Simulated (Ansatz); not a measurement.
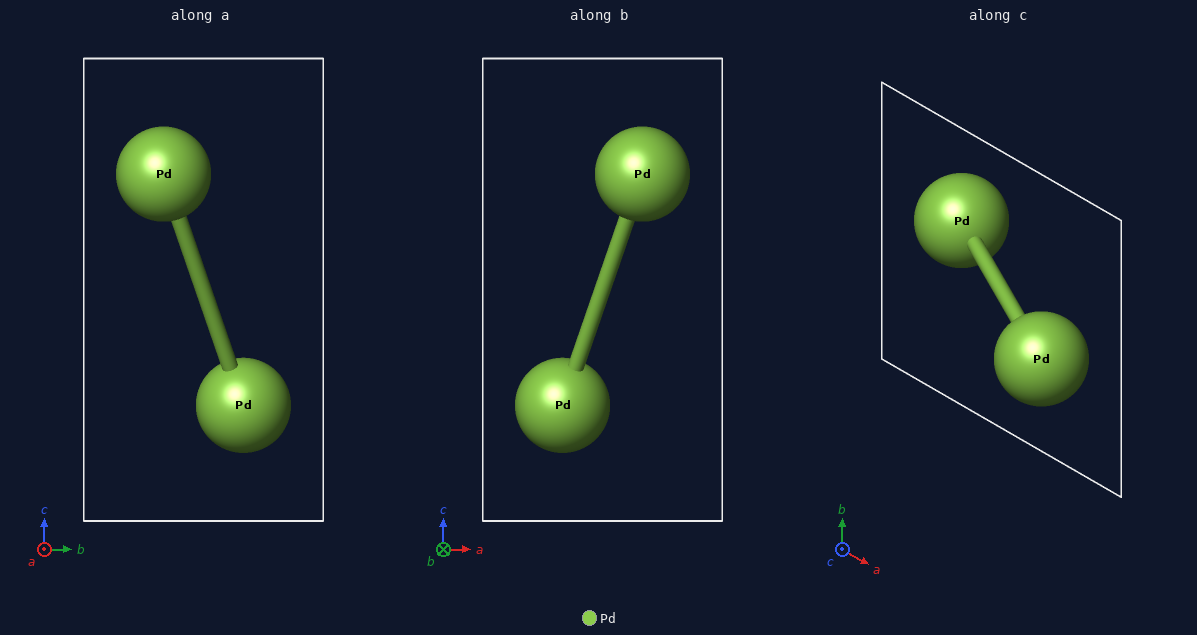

A ball-and-stick rendering, viewed along the a axis, along the b axis and along the c axis. Atoms at the boundary of the conventional unit cell (the box) are drawn once for each face, edge or corner they touch.

Lattice parameters: a = 2.8703 Å, b = 2.8703 Å, c = 4.7975 Å, α = 90.000°, β = 90.000°, γ = 120.000°.

Q: Write down what is shown as a CIF in P1 with every atom of the cell.

A:
```cif
data_structure
_symmetry_space_group_name_H-M 'P 1'
_symmetry_Int_Tables_number 1
_cell_length_a 2.8703
_cell_length_b 2.8703
_cell_length_c 4.7975
_cell_angle_alpha 90.000
_cell_angle_beta 90.000
_cell_angle_gamma 120.000
_cell_volume 34.23
loop_
_atom_site_label
_atom_site_type_symbol
_atom_site_fract_x
_atom_site_fract_y
_atom_site_fract_z
_atom_site_occupancy
Pd1 Pd 0.3333 0.6667 0.2500 1
Pd2 Pd 0.6667 0.3333 0.7500 1
```

The structure comes from a structure type filled with this element by a generator (whether the element takes this form wasn't checked). Earlier steps of the study may have refined or changed the cell and positions. It went into a calculation with Ansatz.

At this level of theory the cell isn't at rest (stretched, at -5 GPa), so its distances can differ from those at equilibrium, the more so the softer the solid.
